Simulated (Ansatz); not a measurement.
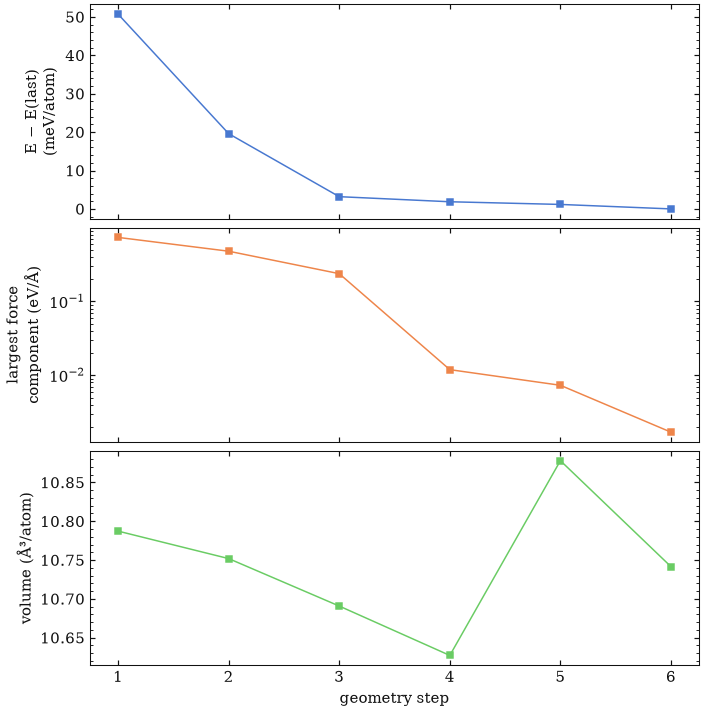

History of a geometry optimisation. Atoms and cell relax. A closing SCF on a freshly chosen basis isn't drawn.

```
crystal:
  lattice:
    - [3.9971157174, 0.0, 0.0]
    - [0.0, 2.6451501071, 0.0]
    - [0.0, 0.0, 4.0810887367]
  atoms:
    - { symbol: Co, position: [0.75, 0.0, 0.687] }
    - { symbol: Co, position: [0.25, 0.0, 0.313] }
    - { symbol: Si, position: [0.75, 0.5, 0.188] }
    - { symbol: Si, position: [0.25, 0.5, 0.812] }
basis:
  ecutwfc: 420
kpoints:
  mp_grid: { grid: [4, 6, 4] }
hamiltonian:
  xc: pbe
scf:
  occupations: { method: gaussian, width: 0.1 }
  lower_state_search: "off"
output:
  forces: true
  stress: true
  eigenvalues: true
relax:
  adjacent_minimum: "off"
  f_tol: 0.04
  max_steps: 70
  cell: { stress_tol: 0.4 }
```

Command:
```bash
ansatz run input.yaml --threads 1 --pin off --max-ram 2560MiB --backend cpu --events-out ev --progress --plain --runs-dir out
```

Question: How did it end, and what did it gain?

Answer: The optimisation met its thresholds at geometry 6, counting the start as the first. The energy fell by about 51 meV/atom from the first step to the last. The largest force component goes from about 0.74 eV/Å at the start to 1.7 × 10⁻³ eV/Å at the end.

Question: What happens to the cell?

Answer: The volume shrinks from 10.79 to 10.74 Å³ per atom (−0.4 %), overshooting to 10.63 at step 4. The start was expanded.
